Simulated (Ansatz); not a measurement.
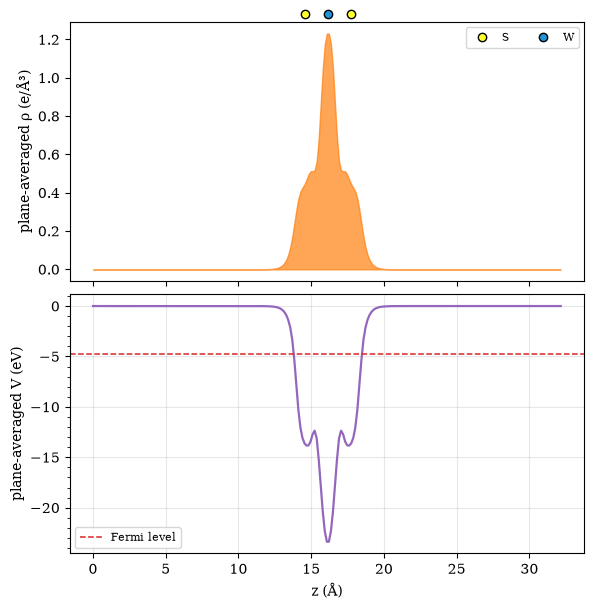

Figure 1: WS2 (slab). Plane average of the electrostatic potential energy of an electron and of the valence charge density (pseudo) across the slab. Circles mark the heights of the atoms.

Computed with DFT PBE+D3(BJ), scalar-relativistic, plane waves, PAW (Ansatz).

In a PAW calculation such maps are meaningful between the atoms, not at the nuclei.

```yaml
crystal:
  lattice:
    - [3.15974, 0.00000, 0.00000]
    - [-1.57987, 2.73642, 0.00000]
    - [0.00000, 0.00000, 32.29053]
  atoms:
    - { symbol: S, position: [0.33333, 0.66667, 0.45120] }
    - { symbol: W, position: [0.66667, 0.33333, 0.50001] }
    - { symbol: S, position: [0.33333, 0.66667, 0.54881] }
```

How far above the Fermi level of the calculation is the vacuum level?

4.7 eV. The slab has a gap, so the Fermi level lies inside it and this isn't a work function in the metallic sense.

How thick is the slab, and how wide the vacuum?

The outermost nuclei are 3.2 Å apart, in 3 atomic planes; the vacuum between periodic images is 29.1 Å wide.
